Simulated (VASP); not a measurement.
**AlN: GW quasiparticle gap**

How does the gap of AlN change from the starting functional to GW? The cell is of the wurtzite type, one of the forms listed for this formula. The start is a cell from a database of measured crystal structures.

Main program and level: VASP 6.6.1; PBE; plane waves and PAW (Al_GW, N_GW), in the first sound run; inputs show where later runs differ.

The database entry behind the starting cell differs from later determinations by our own check (inner coordinate u about 0.002 short), so it need not match the best structure at ambient conditions.

### 1. Starting point

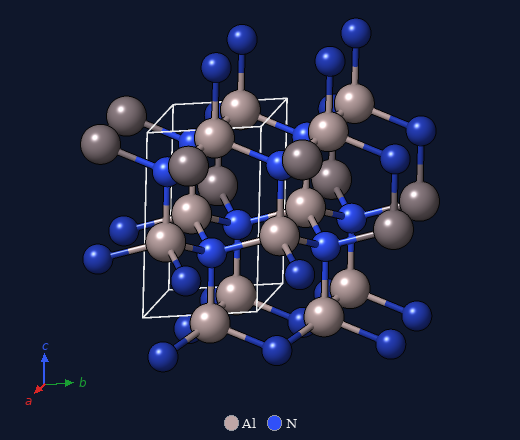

The starting structure, seen slightly off an axis (aluminium light grey, nitrogen blue). 2×2×1 cells are drawn. Some periodic images of atoms are drawn too.

### 2. Ground state, k-mesh 3×3×2

The orbitals come from a self-consistent PBE run with a tight EDIFF and a narrow smearing. KPOINTS_OPT adds the bands along a path, which shows whether the mesh holds the band edges.

The input, INCAR:

```
SYSTEM = AlN
PREC = Accurate
ENCUT = 450
EDIFF = 1E-08
NELM = 100
ISMEAR = 0
SIGMA = 0.01
LREAL = .FALSE.
ALGO = Normal
GGA = PE
NBANDS = 14
LORBIT = 11
LWAVE = .TRUE.
LCHARG = .FALSE.
KPAR = 2
```

The input, POSCAR:

```
AlN
1.0
    3.1130000000      0.0000000000      0.0000000000
   -1.5565000000      2.6959370820      0.0000000000
    0.0000000000      0.0000000000      4.9810000000
Al N
2 2
Direct
    0.3333333333      0.6666666667      0.0000000000
    0.6666666667      0.3333333333      0.5000000000
    0.3333333333      0.6666666667      0.3800000000
    0.6666666667      0.3333333333      0.8800000000
```

The input, KPOINTS:

```
Automatic mesh
0
Gamma
3 3 2
0 0 0
```

The input, KPOINTS_OPT:

```
Line mode
12
Line-mode
Reciprocal
  0.00000000   0.00000000   0.00000000 GAMMA
  0.50000000   0.00000000   0.00000000 M

  0.50000000   0.00000000   0.00000000 M
  0.33333333   0.33333333   0.00000000 K

  0.33333333   0.33333333   0.00000000 K
  0.00000000   0.00000000   0.00000000 GAMMA

  0.00000000   0.00000000   0.00000000 GAMMA
  0.00000000   0.00000000   0.50000000 A

  0.00000000   0.00000000   0.50000000 A
  0.50000000   0.00000000   0.50000000 L

  0.50000000   0.00000000   0.50000000 L
  0.33333333   0.33333333   0.50000000 H

  0.33333333   0.33333333   0.50000000 H
  0.00000000   0.00000000   0.50000000 A

  0.50000000   0.00000000   0.50000000 L
  0.50000000   0.00000000   0.00000000 M

  0.33333333   0.33333333   0.00000000 K
  0.33333333   0.33333333   0.50000000 H
```

The projector-augmented-wave data sets are Al_GW and N_GW (PBE family, release 64).

Started as:

```bash
mpirun -np 8 vasp_std
```

Output:

```text
[banner, memory and clock lines left out]
running    8 mpi-ranks, on    1 nodes
 distrk:  each k-point on    4 cores,    2 groups
 distr:  one band on    1 cores,    4 groups

 POSCAR found type information on POSCAR AlN
 POSCAR found :  2 types and       4 ions
|                                                                             |
|           W    W    AA    RRRRR   N    N  II  N    N   GGGG   !!!           |
|           W    W   A  A   R    R  NN   N  II  NN   N  G    G  !!!           |
|           W    W  A    A  R    R  N N  N  II  N N  N  G       !!!           |
|           W WW W  AAAAAA  RRRRR   N  N N  II  N  N N  G  GGG   !            |
|           WW  WW  A    A  R   R   N   NN  II  N   NN  G    G                |
|           W    W  A    A  R    R  N    N  II  N    N   GGGG   !!!           |
|                                                                             |
|     For optimal performance we recommend to set                             |
|       NCORE = 2 up to number-of-cores-per-socket                            |
|     NCORE specifies how many cores store one orbital (NPAR=cpu/NCORE).      |
|     This setting can greatly improve the performance of VASP for DFT.       |
|     The default, NCORE=1 might be grossly inefficient on modern             |
|     multi-core architectures or massively parallel machines. Do your        |
|     Unfortunately you need to use the default for GW and RPA                |
|     calculations (for HF NCORE is supported but not extensively tested      |
|     yet).                                                                   |
|                                                                             |

 LDA part: xc-table for (Slater+PW92), standard interpolation
|                                                                             |
|           W    W    AA    RRRRR   N    N  II  N    N   GGGG   !!!           |
|           W    W   A  A   R    R  NN   N  II  NN   N  G    G  !!!           |
|           W    W  A    A  R    R  N N  N  II  N N  N  G       !!!           |
|           W WW W  AAAAAA  RRRRR   N  N N  II  N  N N  G  GGG   !            |
|           WW  WW  A    A  R   R   N   NN  II  N   NN  G    G                |
|           W    W  A    A  R    R  N    N  II  N    N   GGGG   !!!           |
|                                                                             |
|     The number of bands has been changed from the values supplied in        |
|     The orbitals not found in the WAVECAR file will be initialized with     |
|     random numbers, which is usually adequate. For correlated               |
|     calculations, however, you should redo the groundstate calculation.     |
|     I found NBANDS = 14. Now, NBANDS = 16.                                  |
|                                                                             |

 POSCAR, INCAR and KPOINTS ok, starting setup
 FFT: planning ... GRIDC
 FFT: planning ... GRID_SOFT
 FFT: planning ... GRID
 WAVECAR not read
 entering main loop
       N       E                     dE             d eps       ncg     rms          rms(c)
DAV:   1     0.523448291647E+02    0.52345E+02   -0.64698E+03   192   0.796E+02
DAV:   2    -0.306239071098E+02   -0.82969E+02   -0.68470E+02   288   0.236E+02
DAV:   3    -0.344170751849E+02   -0.37932E+01   -0.37777E+01   256   0.461E+01
DAV:   4    -0.344554831718E+02   -0.38408E-01   -0.38405E-01   224   0.581E+00
DAV:   5    -0.344564893064E+02   -0.10061E-02   -0.10061E-02   280   0.846E-01    0.122E+01
DAV:   6    -0.296458570380E+02    0.48106E+01   -0.10847E+01   264   0.313E+01    0.301E+00
DAV:   7    -0.296400636961E+02    0.57933E-02   -0.58371E-01   200   0.507E+00    0.213E+00
DAV:   8    -0.296354503673E+02    0.46133E-02   -0.77760E-02   200   0.423E+00    0.600E-01
DAV:   9    -0.296294123707E+02    0.60380E-02   -0.18138E-02   312   0.160E+00    0.112E-01
DAV:  10    -0.296297466945E+02   -0.33432E-03   -0.96332E-04   200   0.255E-01    0.624E-02
DAV:  11    -0.296297240026E+02    0.22692E-04   -0.14720E-04   288   0.135E-01    0.912E-03
DAV:  12    -0.296297264507E+02   -0.24481E-05   -0.51817E-06   208   0.169E-02    0.519E-03
DAV:  13    -0.296297259537E+02    0.49697E-06   -0.22937E-06   320   0.153E-02    0.858E-04
DAV:  14    -0.296297259605E+02   -0.68285E-08   -0.10892E-07   208   0.327E-03    0.148E-04
DAV:  15    -0.296297259658E+02   -0.53145E-08   -0.30166E-09   144   0.563E-04
   1 F= -.29629726E+02 E0= -.29629726E+02  d E =-.449551E-29
 Start KPOINTS_OPT (optional k-point list driver)
k-point batch [1-6\108]
       N       E                     dE             ncg
DAV:   1     0.541225234229E+03   -0.23604E+03      192
DAV:   2     0.633941008878E+02   -0.47783E+03      296
DAV:   3     0.421595482844E+02   -0.21235E+02      280
DAV:   4     0.418423050093E+02   -0.31724E+00      224
DAV:   5     0.418309740303E+02   -0.11331E-01      272
DAV:   6     0.418303840079E+02   -0.59002E-03      248
DAV:   7     0.418303624713E+02   -0.21537E-04      272
DAV:   8     0.418303611418E+02   -0.13294E-05      224
DAV:   9     0.418303610552E+02   -0.86598E-07      264
DAV:  10     0.418303610498E+02   -0.54529E-08      208
[...]
k-point batch [103-108\108]
       N       E                     dE             ncg
DAV:   1     0.336298694659E+03   -0.38232E+04      192
DAV:   2    -0.191215092086E+02   -0.35542E+03      280
DAV:   3    -0.365889516875E+02   -0.17467E+02      264
DAV:   4    -0.368086428722E+02   -0.21969E+00      248
DAV:   5    -0.368152085854E+02   -0.65657E-02      256
DAV:   6    -0.368155021390E+02   -0.29355E-03      256
DAV:   7    -0.368155176751E+02   -0.15536E-04      280
DAV:   8    -0.368155185773E+02   -0.90215E-06      256
DAV:   9    -0.368155186096E+02   -0.32366E-07      240
DAV:  10    -0.368155186117E+02   -0.20613E-08      192
 writing wavefunctions
```

The job ended after 7 s (8 MPI ranks of Intel Xeon Platinum 8175M at 2.50GHz (Skylake/Cascade Lake), shared host; peak memory 0.94 GiB; 51 s of CPU time).

The logs omit lines about the potential files and the build; timing stands in the text.

OUTCAR, selected parts (step 2):

```text
ion  position               nearest neighbor table
   1  0.333  0.667  0.000-   3 1.89   4 1.89   4 1.89   4 1.89
   2  0.667  0.333  0.500-   4 1.89   3 1.89   3 1.89   3 1.89
   3  0.333  0.667  0.380-   1 1.89   2 1.89   2 1.89   2 1.89
   4  0.667  0.333  0.880-   2 1.89   1 1.89   1 1.89   1 1.89

  LATTYP: Found a hexagonal cell.
 ALAT       =     3.1130000000
 C/A-ratio  =     1.6000642467

 Subroutine GETGRP returns: Found 12 space group operations
 (whereof  6 operations were pure point group operations)

The static configuration has the point symmetry C_3v.
 The point group associated with its full space group is C_6v.

 Found      6 irreducible k-points:

   k-points           NKPTS =      6   k-points in BZ     NKDIM =      6   number of bands    NBANDS=     16

   dimension x,y,z NGX =    24 NGY =   24 NGZ =   36
   dimension x,y,z NGXF=    48 NGYF=   48 NGZF=   72

   ENCUT  =  450.0 eV  33.07 Ry    5.75 a.u.   5.38  5.38  8.62*2*pi/ulx,y,z

   NELECT =      16.0000    total number of electrons

 k-points in reciprocal lattice and weights: Automatic mesh
   0.00000000  0.00000000  0.00000000       0.056
   0.33333333  0.00000000  0.00000000       0.333
   0.33333333  0.33333333  0.00000000       0.111
   0.00000000  0.00000000  0.50000000       0.056
   0.33333333  0.00000000  0.50000000       0.333
   0.33333333  0.33333333  0.50000000       0.111

 average (electrostatic) potential at core
       1 -50.0477       2 -50.0477       3 -59.9230       4 -59.9230

 E-fermi :   5.2372

 k-point     1 :       0.0000    0.0000    0.0000
  band No.  band energies     occupation
    ...
      4       4.3242      2.00000
      5       4.3242      2.00000
      6       4.9835      2.00000
      7       4.9835      2.00000
      8       5.1601      2.00000
      9       9.3571      0.00000
     10      11.7862      0.00000
     11      15.7603      0.00000
     12      16.2733      0.00000
     13      16.2733      0.00000
    ...

 k-point     2 :       0.3333    0.0000    0.0000
  band No.  band energies     occupation
    ...
      4       0.7264      2.00000
      5       1.8550      2.00000
      6       3.3362      2.00000
      7       4.2852      2.00000
      8       4.6429      2.00000
      9      11.3732      0.00000
     10      11.8401      0.00000
     11      13.1034      0.00000
     12      15.4738      0.00000
     13      16.4894      0.00000
    ...

 k-point     3 :       0.3333    0.3333    0.0000
  band No.  band energies     occupation
    ...
      4       1.3824      2.00000
      5       1.3824      2.00000
      6       2.7317      2.00000
      7       2.7677      2.00000
      8       2.7677      2.00000
      9      10.1730      0.00000
     10      13.5206      0.00000
     11      14.8339      0.00000
     12      14.8339      0.00000
     13      16.6950      0.00000
    ...

  Total        0.3820614      0.3820614      0.2849501      0.0000000      0.0000000      0.0000000
  in kB       14.6432771     14.6432771     10.9212917      0.0000000      0.0000000      0.0000000
  external PRESSURE =      13.4026153 kB  Pullay stress =       0.0000000 kB

  energy-cutoff  :      450.00
  volume of cell :       41.80
      direct lattice vectors                 reciprocal lattice vectors
     3.113000000  0.000000000  0.000000000     0.321233537  0.185464269  0.000000000
    -1.556500000  2.695937082  0.000000000     0.000000000  0.370928538  0.000000000
     0.000000000  0.000000000  4.981000000     0.000000000  0.000000000  0.200762899

 POSITION                                       TOTAL-FORCE (eV/Angst)
 -----------------------------------------------------------------------------------
     -0.00000      1.79729      0.00000        -0.000000      0.000000     -0.198866
      1.55650      0.89865      2.49050         0.000000     -0.000000     -0.198866
     -0.00000      1.79729      1.89278        -0.000000      0.000000      0.198866
      1.55650      0.89865      4.38328        -0.000000      0.000000      0.198866
 -----------------------------------------------------------------------------------
    total drift:                               -0.000000     -0.000000     -0.000225

  FREE ENERGIE OF THE ION-ELECTRON SYSTEM (eV)
  ---------------------------------------------------
  free  energy   TOTEN  =       -29.6297259658 eV

  energy  without entropy=      -29.6297259658  energy(sigma->0) =      -29.62972597

 total charge
# of ion       s       p       d       tot
------------------------------------------
    1        0.429   0.553   0.218   1.199
    2        0.429   0.553   0.218   1.199
    3        1.186   2.584   0.000   3.770
    4        1.186   2.584   0.000   3.770
--------------------------------------------------
tot          3.228   6.274   0.436   9.938

[... 3 further parts left out ...]
```

Numbers from this step:

```
free energy (TOTEN)               : -29.63 eV
Fermi energy                      : 5.237 eV
pressure                          : 1.340 GPa
least gap on mesh and path        : 4.197 eV
least direct gap on mesh and path : 4.197 eV
```

The highest empty bands on the path are converged less tightly, to about 0.1 eV. The electronic bands at the labelled points (eV, zero at the valence-band top; v1 is the highest filled band, c1 the lowest empty one):

| point | v4 | v3 | v2 | v1 | c1 | c2 | c3 | c4 |
| --- | --- | --- | --- | --- | --- | --- | --- | --- |
| Γ | -0.84 | -0.18 | -0.18 | 0.00 | 4.20 | 6.63 | 10.60 | 11.11 |
| M | -3.35 | -2.07 | -1.79 | -0.66 | 5.78 | 5.78 | 8.17 | 10.29 |
| K | -3.78 | -2.43 | -2.39 | -2.39 | 5.01 | 8.36 | 9.67 | 9.67 |
| Γ | -0.84 | -0.18 | -0.18 | 0.00 | 4.20 | 6.63 | 10.60 | 11.11 |
| A | -0.52 | -0.52 | -0.52 | -0.52 | 6.45 | 6.45 | 10.30 | 10.30 |
| L | -1.44 | -1.44 | -1.36 | -1.36 | 5.29 | 5.29 | 9.25 | 9.25 |
| H | -3.85 | -3.85 | -0.79 | -0.79 | 7.41 | 7.41 | 7.82 | 7.82 |
| A | -0.52 | -0.52 | -0.52 | -0.52 | 6.45 | 6.45 | 10.30 | 10.30 |
| jump to L | -1.44 | -1.44 | -1.36 | -1.36 | 5.29 | 5.29 | 9.25 | 9.25 |
| M | -3.35 | -2.07 | -1.79 | -0.66 | 5.78 | 5.78 | 8.17 | 10.29 |
| jump to K | -3.78 | -2.43 | -2.39 | -2.39 | 5.01 | 8.36 | 9.67 | 9.67 |
| H | -3.85 | -3.85 | -0.79 | -0.79 | 7.41 | 7.41 | 7.82 | 7.82 |

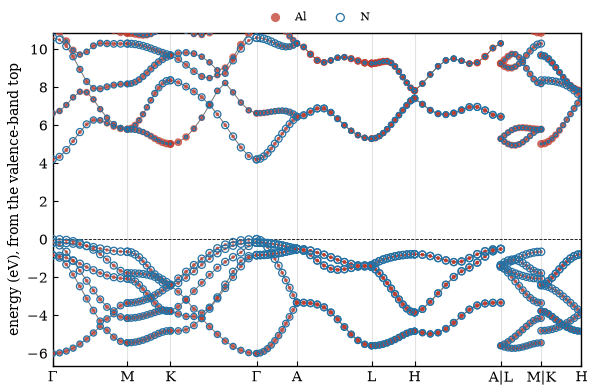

Electronic bands along the path; dots are coloured as in the legend, and their area grows with the weight.

The cell has a gap of 4.20 eV on mesh and path. Forces of up to 0.20 eV/Å remain in these settings.

### 3. Empty bands, k-mesh 3×3×2

The next step needs empty bands that the ground-state run didn't converge, so the Hamiltonian is diagonalised exactly for NBANDS bands, in a single step. LOPTICS writes the k-derivatives of the orbitals (WAVEDER), which give the long-wavelength limit of the screening.

The input, INCAR:

```
SYSTEM = AlN
PREC = Accurate
ENCUT = 450
ISMEAR = 0
SIGMA = 0.01
LREAL = .FALSE.
GGA = PE
NBANDS = 96
ALGO = Exact
NELM = 1
LWAVE = .TRUE.
LCHARG = .FALSE.
LOPTICS = .TRUE.
NEDOS = 1000
CSHIFT = 0.1
```

POSCAR is that of step 2.

KPOINTS is that of step 2.

Started as:

```bash
mpirun -np 8 vasp_std
```

Output:

```text
[banner, memory and clock lines left out]
running    8 mpi-ranks, on    1 nodes
 distrk:  each k-point on    8 cores,    1 groups
 distr:  one band on    1 cores,    8 groups

 POSCAR found type information on POSCAR AlN
 POSCAR found :  2 types and       4 ions
 [... a notice as in an earlier step ...]

 LDA part: xc-table for (Slater+PW92), standard interpolation
 found WAVECAR, reading the header
  number of bands has changed, file:    16 present:    96
  trying to continue reading WAVECAR, but it might fail
 POSCAR, INCAR and KPOINTS ok, starting setup
 FFT: planning ... GRIDC
 FFT: planning ... GRID_SOFT
 FFT: planning ... GRID
 reading WAVECAR
 random initialization beyond band           16
 the WAVECAR file was read successfully
 initial charge from wavefunction
 entering main loop
       N       E                     dE             d eps       ncg     rms          rms(c)
DIA:   1    -0.296297259689E+02   -0.29630E+02    0.00000E+00     0   0.000E+00
   1 F= -.29629726E+02 E0= -.29629726E+02  d E =-.573497E-72
 writing wavefunctions
 optical routines
 imaginary and real dielectric function
 recalculating local potential from charge density
 direction            1
 direction            2
 direction            3
```

Wall time 3.8 s (8 MPI ranks); peak memory 1 GiB; 25 s of CPU time.

From OUTCAR (step 3):

```text
 Found      6 irreducible k-points:

   k-points           NKPTS =      6   k-points in BZ     NKDIM =      6   number of bands    NBANDS=     96

   NELECT =      16.0000    total number of electrons

 E-fermi :   5.2860

 k-point     1 :       0.0000    0.0000    0.0000
  band No.  band energies     occupation
    ...
      4       4.3242      2.00000
      5       4.3242      2.00000
      6       4.9836      2.00000
      7       4.9836      2.00000
      8       5.1602      2.00000
      9       9.3572      0.00000
     10      11.7862      0.00000
     11      15.7603      0.00000
     12      16.2733      0.00000
     13      16.2733      0.00000
    ...

 k-point     2 :       0.3333    0.0000    0.0000
  band No.  band energies     occupation
    ...
      4       0.7264      2.00000
      5       1.8551      2.00000
      6       3.3363      2.00000
      7       4.2852      2.00000
      8       4.6430      2.00000
      9      11.3732      0.00000
     10      11.8401      0.00000
     11      13.1034      0.00000
     12      15.4738      0.00000
     13      16.4894      0.00000
    ...

  Total        0.3810048      0.3810048      0.2839337      0.0000000      0.0000000      0.0000000
  in kB       14.6027837     14.6027837     10.8823346      0.0000000      0.0000000      0.0000000
  external PRESSURE =      13.3626340 kB  Pullay stress =       0.0000000 kB

 POSITION                                       TOTAL-FORCE (eV/Angst)
 -----------------------------------------------------------------------------------
     -0.00000      1.79729      0.00000        -0.000000      0.000000     -0.198875
      1.55650      0.89865      2.49050         0.000000     -0.000000     -0.198875
     -0.00000      1.79729      1.89278         0.000000      0.000000      0.198875
      1.55650      0.89865      4.38328        -0.000000     -0.000000      0.198875
 -----------------------------------------------------------------------------------
    total drift:                               -0.000000     -0.000000     -0.000209

  FREE ENERGIE OF THE ION-ELECTRON SYSTEM (eV)
  ---------------------------------------------------
  free  energy   TOTEN  =       -29.6297259689 eV

  energy  without entropy=      -29.6297259689  energy(sigma->0) =      -29.62972597

 plasma frequency squared (from intraband transitions) (eV^2)
  --------------------------------------------------------------------------------------
       0.000       0.000       0.000
       0.000       0.000      -0.000
       0.000      -0.000       0.000

[... 8 parts as in an earlier step ...]

[... 5 further parts left out ...]
```

WAVECAR now holds 96 bands for 16 electrons. Its independent-particle dielectric tensor has xx, yy, zz = 5.8, 5.8, 4.9 on this mesh, which isn't tested for convergence in mesh or bands and lacks local fields.

[end of part 1 of 3]

[Lines on the potential files, build, host, timing and source positions are cut from VASP's logs without a mark.]

[Logs are printed without paths, hosts, clocks, repeated set-up lines and the standing remarks that a program may print on its own settings, such as how far it seeks lower states.]

[Hosts, paths, dates, database ids (printed as entryN), source tags and the programs' standing remarks are cut or masked in the printed files.]

[Pressures printed for these runs are not shown converged in the cutoff: they can be off by several GPa and have the wrong sign.]
